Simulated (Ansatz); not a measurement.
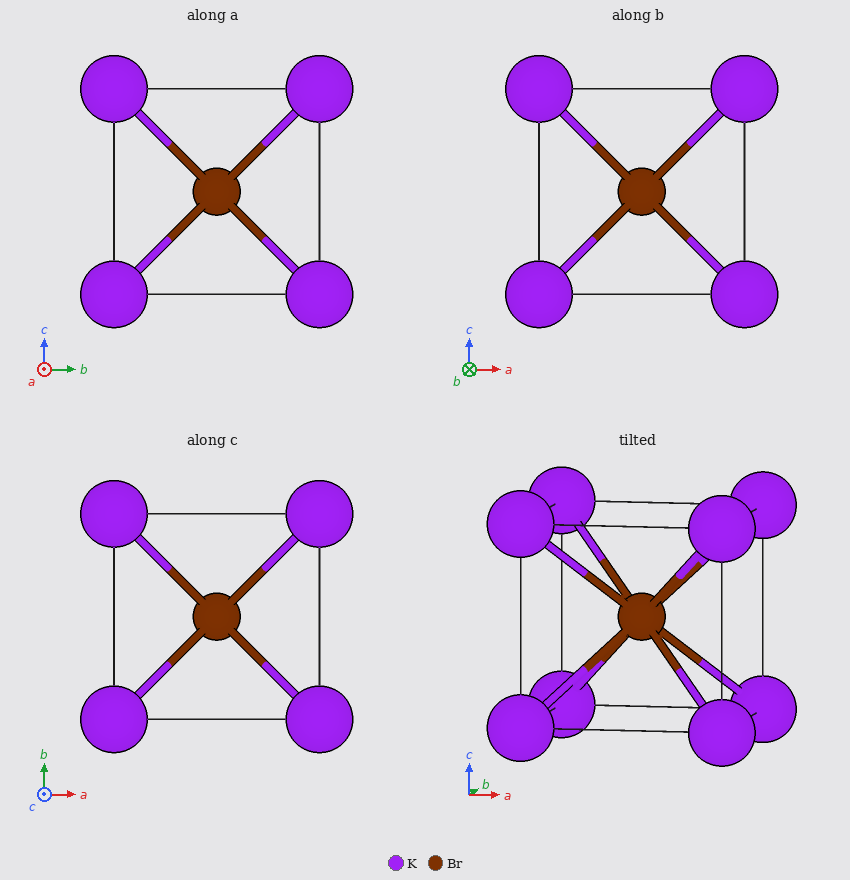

Drawn in the ball-and-stick manner and seen along the a axis, along the b axis, along the c axis and slightly off an axis. The edges of the conventional unit cell are marked.

Lattice parameters: a = 3.8409 Å, b = 3.8409 Å, c = 3.8409 Å, α = 90.000°, β = 90.000°, γ = 90.000°.

> Convert the drawing into a CIF in P1 with every atom of the cell.

```cif
data_structure
_symmetry_space_group_name_H-M 'P 1'
_symmetry_Int_Tables_number 1
_cell_length_a 3.8409
_cell_length_b 3.8409
_cell_length_c 3.8409
_cell_angle_alpha 90.000
_cell_angle_beta 90.000
_cell_angle_gamma 90.000
_cell_volume 56.66
loop_
_atom_site_label
_atom_site_type_symbol
_atom_site_fract_x
_atom_site_fract_y
_atom_site_fract_z
_atom_site_occupancy
K1 K 0.0000 0.0000 0.0000 1
Br1 Br 0.5000 0.5000 0.5000 1
```

It goes back to a structure type filled with these elements by a generator (whether the compound takes this form wasn't checked). Earlier steps of the study may have refined or changed the cell and positions. It was run through Ansatz as a DFT input.
